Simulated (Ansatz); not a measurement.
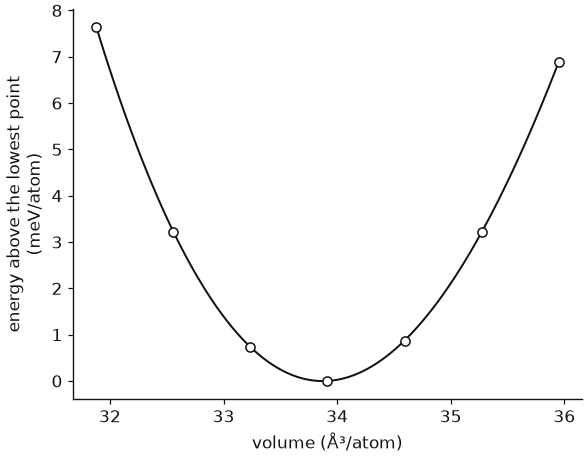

The figure shows the energy above the lowest point against volume for Er, space group Im-3m (No. 229) (one of a set of cubic test structures, which need not be the stable phase).

Calculation (Ansatz 0.2.0 development build): equation of state of a cubic crystal from periodic Kohn-Sham density functional theory without spin, third-order Birch-Murnaghan fit to the free energies; pressure corrected for the finite basis. Level: PBE.

structure type bcc; atoms in cell 1; space group number 229; lattice centring body-centred primitive; k mesh 38×38×38; occupation method Fermi–Dirac; occupation width 0.06123 eV; wave cutoff 420 eV; datasets soft-1 PAW; density tolerance 1e−07 eV; bands 16; density cutoff ratio 4; search for lower states default.

From this curve and the settings, what does the calculation give for the pressure at the same points?

The pressure falls from 1.286 GPa at volume 31.88 Å³/atom to −1.016 GPa at 35.95 Å³/atom, and changes sign near 33.88 Å³/atom.

```json
{"volume (Å³/atom)": "31.88", "pressure (GPa)": "1.286"}
{"volume (Å³/atom)": "32.56", "pressure (GPa)": "0.810"}
{"volume (Å³/atom)": "33.24", "pressure (GPa)": "0.370"}
{"volume (Å³/atom)": "33.91", "pressure (GPa)": "-0.020"}
{"volume (Å³/atom)": "34.59", "pressure (GPa)": "-0.390"}
{"volume (Å³/atom)": "35.27", "pressure (GPa)": "-0.710"}
{"volume (Å³/atom)": "35.95", "pressure (GPa)": "-1.016"}
```

Note: cubic model structure, not the ambient form; open f shell treated without spin.
